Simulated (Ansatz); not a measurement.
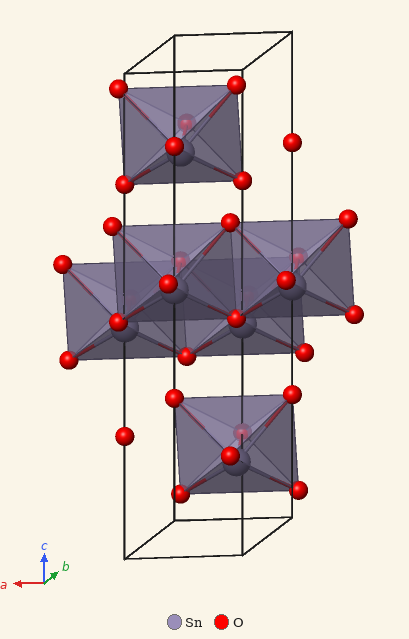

Shown here is a polyhedral view of the crystal, taken from a general direction. The frame is the conventional unit cell; atoms at its boundary are shown with their periodic copies. Some atoms of the next cells are drawn as well.

SnO2, space group R3m (No. 160), a = 3.12 Å, b = 3.12 Å, c = 13.69 Å, α = 90.00°, β = 90.00°, γ = 120.00°.

Run with DFT PBE, scalar-relativistic, plane waves, PAW (Ansatz 0.2.0) and these settings: an energy cutoff of 420 eV, k-points about 0.20 Å⁻¹ apart, Gaussian smearing of 0.02 eV, no spin polarisation.

Predict the gap.

A semiconductor at this level, with a gap of 0.19 eV on the k-mesh (the true edges may lie between mesh points, so the gap can be somewhat smaller).

Would the cell expand or shrink if it could?

The computed pressure is 27.8 GPa (compressed: it would expand). The stress isn't hydrostatic: its largest component is 51.9 GPa.

It goes back to a structure listed in the Materials Project. The cell was then strained or its atoms displaced on purpose. It went into a calculation with Ansatz.

At this level of theory the cell isn't at rest (compressed, at 28 GPa and forces up to 8.2 eV/Å), so its distances can differ from those at equilibrium, the more so the softer the solid.
